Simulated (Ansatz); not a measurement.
**What a change does: geometry relaxation on Mo13S24**

System: Mo13S24 (defect cell, 37 atoms in the cell, total charge +1).
Method of run 1: DFT PBE+D3(BJ), scalar-relativistic, plane waves, PAW, spin-polarised (Ansatz 0.2.0).

The structure derives from a Materials Project entry. Text and figures count atoms from 1; the logs count them from 0 in places.

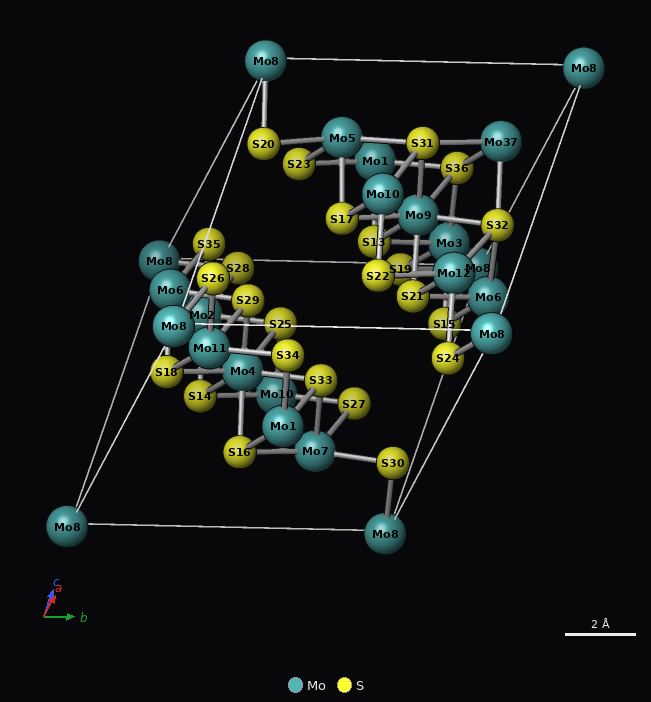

**Figure 1.** The structure as given in the input (ball-and-stick view of the cell of the calculation, seen at an oblique angle; atoms are numbered from 1 in the order of the input). An atom can appear more than once, as a periodic image. Near neighbours in the periodic cell (some may lie outside the picture): Mo has 6 S at 2.38 to 2.49 Å; S has 3 Mo at 2.38 to 2.41 Å; S has 4 Mo at 2.44 to 2.49 Å.

### Input file, run 1
```yaml
crystal:
  lattice:
    - [3.1494702786, 5.4550425393, -6.6451646516]
    - [3.1494702785, -5.4550425393, -6.6451646516]
    - [-6.298940557, 1.0e-10, -6.6451646516]
  atoms:
    - { symbol: Mo, position: [0.5026575242, 0.4997778537, 0.0006649899] }
    - { symbol: Mo, position: [0.166888813, 0.1640091424, 0.6660016768] }
    - { symbol: Mo, position: [0.3333333333, 0.8385680284, 0.8280986383] }
    - { symbol: Mo, position: [0.3333333333, 0.3333333333, 0.3333333333] }
    - { symbol: Mo, position: [0.8280986383, 0.3333333333, 0.8385680284] }
    - { symbol: Mo, position: [0.4997778537, 1.0006649899, 0.5026575242] }
    - { symbol: Mo, position: [0.1640091424, 0.6660016768, 0.166888813] }
    - { symbol: Mo, position: [-0.0065056215, 0.9934943785, -0.0065056215] }
    - { symbol: Mo, position: [0.6731722882, 0.6731722882, 0.6731722882] }
    - { symbol: Mo, position: [0.0006649899, 0.5026575242, 0.4997778537] }
    - { symbol: Mo, position: [0.6660016768, 0.166888813, 0.1640091424] }
    - { symbol: Mo, position: [0.8385680284, 0.8280986383, 0.3333333333] }
    - { symbol: S, position: [0.4298010816, 0.5923620957, 0.7536752956] }
    - { symbol: S, position: [0.0873706927, 0.2562992877, 0.4209588698] }
    - { symbol: S, position: [0.2560526718, 0.920662161, 0.5846887637] }
    - { symbol: S, position: [0.2562992877, 0.4209588698, 0.0873706927] }
    - { symbol: S, position: [0.7536752956, 0.4298010816, 0.5923620957] }
    - { symbol: S, position: [0.4209588698, 0.0873706927, 0.2562992877] }
    - { symbol: S, position: [0.0861747972, 0.7443272244, 0.9127555141] }
    - { symbol: S, position: [0.9127555141, 0.0861747972, 0.7443272244] }
    - { symbol: S, position: [0.5923620957, 0.7536752956, 0.4298010816] }
    - { symbol: S, position: [0.920662161, 0.5846887637, 0.2560526718] }
    - { symbol: S, position: [0.5846887637, 0.2560526718, 0.920662161] }
    - { symbol: S, position: [0.7443272244, 0.9127555141, 0.0861747972] }
    - { symbol: S, position: [0.2457077969, 0.4103673789, 0.579295974] }
    - { symbol: S, position: [0.9129913711, 0.074304571, 0.2368655851] }
    - { symbol: S, position: [0.0819779029, 0.7460045057, 0.4106139948] }
    - { symbol: S, position: [0.074304571, 0.2368655851, 0.9129913711] }
    - { symbol: S, position: [0.579295974, 0.2457077969, 0.4103673789] }
    - { symbol: S, position: [0.2368655851, 0.9129913711, 0.074304571] }
    - { symbol: S, position: [0.9223394423, 0.5804918694, 0.7539111526] }
    - { symbol: S, position: [0.7539111526, 0.9223394423, 0.5804918694] }
    - { symbol: S, position: [0.4103673789, 0.579295974, 0.2457077969] }
    - { symbol: S, position: [0.7460045057, 0.4106139948, 0.0819779029] }
    - { symbol: S, position: [0.4106139948, 0.0819779029, 0.7460045057] }
    - { symbol: S, position: [0.5804918694, 0.7539111526, 0.9223394423] }
    - { symbol: Mo, position: [0.8333333333, 0.8333333333, 0.8333333333], spin: 3.0 }
  host:
    lattice:
      - [3.1494702785, 0.0, 0.0]
      - [-1.5747351392, 2.7275212697, 0.0]
      - [0.0, 0.0, 6.6451646516]
    atoms:
      - { symbol: Mo, position: [0.0, 0.0, 0.0] }
      - { symbol: S, position: [0.3333333333, 0.6666666667, 0.2357795151] }
      - { symbol: S, position: [0.3333333333, 0.6666666667, 0.7642204849] }
total_charge: 1
basis:
  ecutwfc: 420
  xc_grid: 2
kpoints:
  mp_grid: { grid: [2, 2, 2], shift: [0.5, 0.5, 0.5] }
hamiltonian:
  xc: pbe
  dispersion: d3bj
scf:
  occupations: { method: gaussian, width: 0.01 }
output:
  forces: true
  stress: false
  eigenvalues: true
  populations: true
  charged_corrections:
    defect_position: [0.83333333, 0.83333333, 0.83333333]
    epsilon: [[14.1225, 0.0, 0.0], [0.0, 14.1225, 0.0], [0.0, 0.0, 4.6983]]
  write_density: true
  write_potential: true
  elf: true
  volumetric_format: npy
magnetization:
  spin_polarized: true
relax:
  adjacent_minimum: "off"
  f_tol: 0.025
  max_steps: 45
```

Command:
```bash
ansatz run input.yaml --threads 4 --pin off --max-ram 10240MiB --backend cpu --events-out ev --progress --plain --runs-dir out
```

Hardware: 4 threads of Intel Xeon (Sapphire Rapids), 32 GiB of memory available, shared host.

### Output, shortened to warnings, some set-up lines, iterations and results (run 1)
```
Basis set: ecut = 420 eV, 13397 PW (Γ), exchange–correlation on 128×128×128 points (8 copies of the dense FFT grid, shifted against one another)
Symmetry: 6 space group operations
k-points: 2 of 8
Initial density: superposition of atomic densities (chi_scale 0.1, normalization cell)
[...]
SCF iter   1: F=—  HF=-86146.084834 eV  |F-HF|=—  |Δ(HF+E_count)|=         —  Δρ=3.93e-2 (↑3.93e-2 ↓3.93e-2)  dr2=5.95e1  dr2_m=1.30e-1  M=3.000 μB ∫|m|=3.199 μB  β_m=0.30  …
SCF iter   2: F=—  HF=-86135.270798 eV  |F-HF|=—  |Δ(HF+E_count)|=    1.08e1  Δρ=1.99e-2 (↑1.99e-2 ↓1.96e-2)  dr2=1.24e1  dr2_m=8.19e-2  M=2.991 μB ∫|m|=3.206 μB  β_m=0.40  …
SCF iter   3: F=—  HF=-86132.580277 eV  |F-HF|=—  |Δ(HF+E_count)|=    2.69e0  Δρ=9.28e-3 (↑9.28e-3 ↓9.07e-3)  dr2=3.20e0  dr2_m=4.75e-2  M=2.413 μB ∫|m|=2.801 μB  β_m=0.67  …
SCF iter   4: F=—  HF=-86132.175562 eV  |F-HF|=—  |Δ(HF+E_count)|=   4.05e-1  Δρ=4.09e-3 (↑4.09e-3 ↓3.25e-3)  dr2=2.55e-1  dr2_m=4.31e-2  M=1.500 μB ∫|m|=2.245 μB  β_m=0.77  …
SCF iter   5: F=—  HF=-86132.392024 eV  |F-HF|=—  |Δ(HF+E_count)|=         —  Δρ=3.73e-3 (↑3.63e-3 ↓3.73e-3)  dr2=1.84e-1  dr2_m=6.79e-2  M=1.000 μB ∫|m|=1.595 μB  β_m=0.77  …
[... 12 lines ...]
SCF iter   2: F=—  HF=-86132.396900 eV  |F-HF|=—  |Δ(HF+E_count)|=   4.24e-8  Δρ=3.50e-6 (↑3.41e-6 ↓3.50e-6)  dr2=8.15e-7  dr2_m=1.43e-9  M=1.000 μB ∫|m|=1.313 μB  β_m=0.30  …
SCF iter   3: F=-86132.396900 eV  HF=-86132.396900 eV  |F-HF|=1.82e-8  |Δ(HF+E_count)|=   8.08e-8  Δρ=1.07e-6 (↑1.07e-6 ↓6.61e-7)  dr2=3.55e-8  dr2_m=1.43e-9  M=1.000 μB …
SCF iter   4: F=-86132.396900 eV  HF=-86132.396900 eV  |F-HF|=3.74e-8  |Δ(HF+E_count)|=   1.12e-8  Δρ=7.77e-7 (↑7.77e-7 ↓5.35e-7)  dr2=4.09e-8  dr2_m=1.69e-10  M=1.000 μB …
SCF 2 converged in 4 iterations: F = -86132.396900 eV  dr2 = 4.09e-8
relax step   2: F+E_penalty+E_count = -86132.39690012 eV  Δ(F+E_penalty+E_count) = -3.861e-7 eV  max|allowed force component| = 9.385e-3 eV/Å  Δτ_max = 0.0000 Å  (4 SCF …
SCF converged after 4 iterations
Magnetization: 1.0000 μB (163.0000 up, 162.0000 down)
Absolute magnetization: 1.3191 μB (∫|ρ↑−ρ↓|, with the PAW one-centre terms)
Spin contamination: 0.0246 ħ² per cell (⟨S²⟩ above its minimum at these occupations)
Per-site moments (μB) at R_I (Å): [(0.00861292971082696, 0.9859337861838207), (0.00861292971082726, 0.9859337861838212), (0.01261240545652389, 0.9819920191212445), (0.008866641496675107, 0.9898257414292226), (0.01261240545652375, 0.981992019121245), (0.008612929710826897, 0.9859337861838213), …
Free energy (F): -86132.396900 eV
Harris-Foulkes:  -86132.396900 eV  (|F-HF|=3.74e-8)
Internal energy: -86132.396900 eV  (E = F + TS)
E sigma→0 (E₀):  -86132.396900 eV
Fermi energy:    10.916185 eV
--- Per-component energies (eV) ---
  E_band       = -2211.669416
  E_kinetic    = 8302.833678
  E_local      = -27753.030333  (includes V_loc(G=0)·N_el)
  E_nonlocal   = 2531.804592
  E_hartree    = 10883.883871
  E_xc         = -4716.216681
  E_vxc        = -5077.194796  (∫ρ·V_xc dr)
  E_paw        = -56019.395355  (= ΣΔE_a)
  E_vpaw       = -1983.843674  (= ΣTr[D̂ρ^β])
  E_aug_tail   = 0.000561  (compensation charges beyond the density's cutoff)
  E_ewald      = -19346.946097
  E_disp       = -15.331135  (pairwise vdW)
  E_smearing   = -0.000000  (= −TS)
[...]
```

For run 2 the input was changed thus:
```diff
-    - { symbol: Mo, position: [0.8333333333, 0.8333333333, 0.8333333333], spin: 3.0 }
+    - { symbol: Mo, position: [0.8333333333, 0.8333333333, 0.8333333333], spin: 2.0 }
-total_charge: 1
+total_charge: 2
```

Predict how the results change.

The total energies belong to different systems, so their difference says nothing on which is more stable or more accurate. The net moment of the cell goes from 1.00 to 2.00 μB. A charged cell is computed with a uniform neutralising background, so its energy and pressure depend on the cell and aren't those of a real crystal. The SCF takes 35 iterations over all geometry steps against 18. On the same kind of shared host run 2 took about 1.6 times as long.

### Output, shortened to warnings, some set-up lines, iterations and results (run 2)
```
Basis set: ecut = 420 eV, 13397 PW (Γ), exchange–correlation on 128×128×128 points (8 copies of the dense FFT grid, shifted against one another)
Symmetry: 6 space group operations
k-points: 2 of 8
Initial density: superposition of atomic densities (chi_scale 0.1, normalization cell)
[...]
SCF iter   1: F=—  HF=-86155.222734 eV  |F-HF|=—  |Δ(HF+E_count)|=         —  Δρ=3.66e-2 (↑3.66e-2 ↓3.61e-2)  dr2=4.81e1  dr2_m=8.28e-2  M=2.000 μB ∫|m|=2.205 μB  β_m=0.30  …
SCF iter   2: F=—  HF=-86146.666416 eV  |F-HF|=—  |Δ(HF+E_count)|=    8.56e0  Δρ=1.95e-2 (↑1.95e-2 ↓1.91e-2)  dr2=1.31e1  dr2_m=4.51e-2  M=2.000 μB ∫|m|=2.217 μB  β_m=0.42  …
SCF iter   3: F=—  HF=-86143.763484 eV  |F-HF|=—  |Δ(HF+E_count)|=    2.90e0  Δρ=8.72e-3 (↑8.72e-3 ↓8.57e-3)  dr2=3.29e0  dr2_m=1.29e-2  M=2.000 μB ∫|m|=2.221 μB  β_m=0.66  …
SCF iter   4: F=—  HF=-86143.121369 eV  |F-HF|=—  |Δ(HF+E_count)|=   6.42e-1  Δρ=2.25e-3 (↑2.25e-3 ↓2.19e-3)  dr2=2.51e-1  dr2_m=1.01e-3  M=2.000 μB ∫|m|=2.244 μB  β_m=0.74  …
SCF iter   5: F=—  HF=-86143.128644 eV  |F-HF|=—  |Δ(HF+E_count)|=         —  Δρ=1.88e-3 (↑1.88e-3 ↓1.81e-3)  dr2=2.52e-1  dr2_m=3.49e-4  M=2.000 μB ∫|m|=2.243 μB  β_m=0.74  …
[... 31 lines ...]
SCF iter  10: F=—  HF=-86143.179637 eV  |F-HF|=—  |Δ(HF+E_count)|=   2.56e-8  Δρ=1.57e-6 (↑1.57e-6 ↓1.43e-6)  dr2=1.49e-7  dr2_m=1.19e-10  M=2.000 μB ∫|m|=2.240 μB  β_m=0.66  …
SCF iter  11: F=—  HF=-86143.179637 eV  |F-HF|=—  |Δ(HF+E_count)|=   1.24e-8  Δρ=4.80e-7 (↑4.80e-7 ↓4.00e-7)  dr2=1.27e-8  dr2_m=4.93e-11  M=2.000 μB ∫|m|=2.240 μB  β_m=0.82  …
SCF iter  12: F=-86143.179637 eV  HF=-86143.179637 eV  |F-HF|=8.81e-8  |Δ(HF+E_count)|=   3.00e-8  Δρ=1.08e-6 (↑1.08e-6 ↓8.53e-7)  dr2=9.39e-8  dr2_m=1.58e-10  M=2.000 μB …
SCF 3 converged in 12 iterations: F = -86143.179637 eV  dr2 = 9.39e-8
relax step   3: F+E_penalty+E_count = -86143.17963720 eV  Δ(F+E_penalty+E_count) = -6.535e-3 eV  max|allowed force component| = 2.407e-2 eV/Å  Δτ_max = 0.0115 Å  (12 SCF …
SCF converged after 12 iterations
Magnetization: 2.0000 μB (163.0000 up, 161.0000 down)
Absolute magnetization: 2.2477 μB (∫|ρ↑−ρ↓|, with the PAW one-centre terms)
Spin contamination: 0.0620 ħ² per cell (⟨S²⟩ above its minimum at these occupations)
Per-site moments (μB) at R_I (Å): [(0.015852469373098813, 0.9878192233253019), (0.015852469373098702, 0.9878192233253019), (0.012236764408247364, 0.9830954862808391), (0.008230126121865071, 0.9900512457403029), (0.01223676440824692, 0.9830954862808388), (0.015852469373098733, 0.9878192233253033), …
Free energy (F): -86143.179637 eV
Harris-Foulkes:  -86143.179637 eV  (|F-HF|=8.81e-8)
Internal energy: -86143.179637 eV  (E = F + TS)
E sigma→0 (E₀):  -86143.179637 eV
Fermi energy:    10.715678 eV
--- Per-component energies (eV) ---
  E_band       = -2231.902734
  E_kinetic    = 8284.971087
  E_local      = -27783.730113  (includes V_loc(G=0)·N_el)
  E_nonlocal   = 2528.374823
  E_hartree    = 10892.117047
  E_xc         = -4705.988005
  E_vxc        = -5063.805847  (∫ρ·V_xc dr)
  E_paw        = -56017.785319  (= ΣΔE_a)
  E_vpaw       = -1981.947717  (= ΣTr[D̂ρ^β])
  E_aug_tail   = 0.000551  (compensation charges beyond the density's cutoff)
  E_ewald      = -19325.807533
  E_disp       = -15.332176  (pairwise vdW)
  E_smearing   = -0.000000  (= −TS)
[...]
```

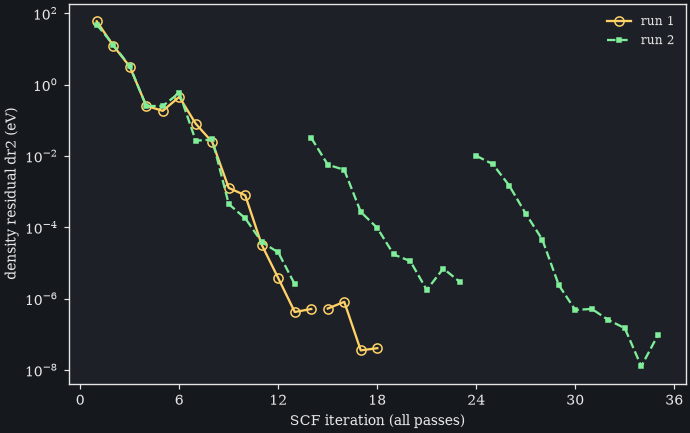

**Figure 2.** Convergence of the two runs: density residual dr2 against the SCF iteration. A break in a curve parts two SCF passes. Run 1 takes 18 iterations in all, and run 2 takes 35.

### The two runs side by side

| quantity | run 1 | run 2 |
| --- | --- | --- |
| outcome | converged | converged |
| free energy per atom (eV) | −2327.9026 | −2328.1940 |
| gap on the mesh (eV) | 0.14 | 0.13 |
| net moment of the cell (μB) | 1.00 | 2.00 |
| absolute moment of the cell (μB) | 1.32 | 2.25 |
| largest force (eV/Å) | 0.009 | 0.027 |
| SCF iterations | 18 | 35 |
| irreducible k-points | 2 | 2 |
| wall time (shared host) | 44 s | 71 s |

For both runs: The cell is charged and computed with a neutralising background, so its energy and pressure depend on the cell and aren't those of a real crystal.
